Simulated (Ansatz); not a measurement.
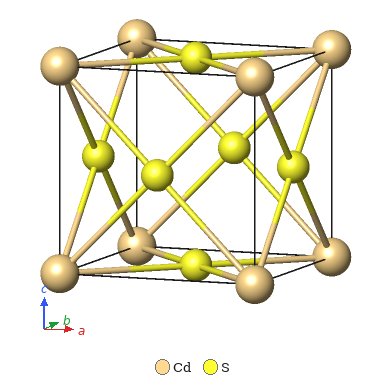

View slightly off an axis, drawn as a ball-and-stick model. The edges of the conventional unit cell are marked. Cell: a = 4.20 Å, b = 4.20 Å, c = 4.20 Å, α = 90.00°, β = 90.00°, γ = 90.00°.

Source of the structure: a structure type filled with these elements by a generator (whether the compound takes this form wasn't checked). Earlier steps of the study may have refined or changed the cell and positions. It went into a calculation with Ansatz.

> State composition, symmetry and coordination.

The formula is CdS₃. Space group Pm-3m (No. 221), lattice primitive cubic. Type of structure: Cu₃Au (L1₂) type. Atoms per cell: 4 (1 Cd, 3 S). Cd is coordinated by twelve S in a cuboctahedral arrangement at about 3.0 Å. S is coordinated by four Cd in a square planar arrangement at about 3.0 Å. The bonds build a three-dimensional framework.

Run with Ansatz 0.2.0, DFT PBE, scalar-relativistic, plane waves, PAW and these settings: a kinetic-energy cutoff of 420 eV, k-grid 12×12×12, Gaussian smearing of 0.1 eV, no spin polarisation.

> What is the band gap, if any?

A metal: bands cross the Fermi level.

> What does a Bader analysis give?

Cd +0.94 e; S -0.31 e.

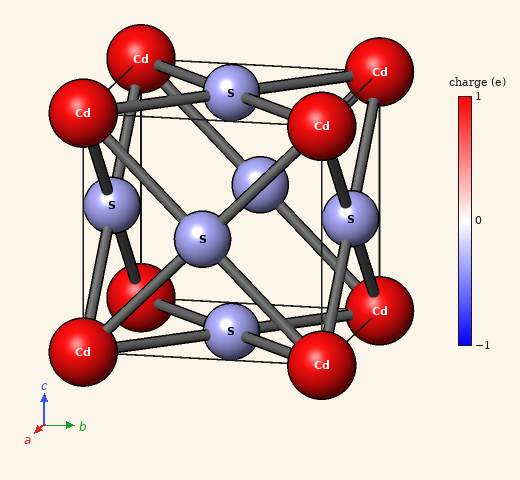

The atoms coloured by those charges. The run's cell of 4 atoms is drawn.

> Can this geometry be taken as optimised?

Yes. All forces vanish to within 0.01 eV/Å. The pressure is 0.0 GPa, close to zero.
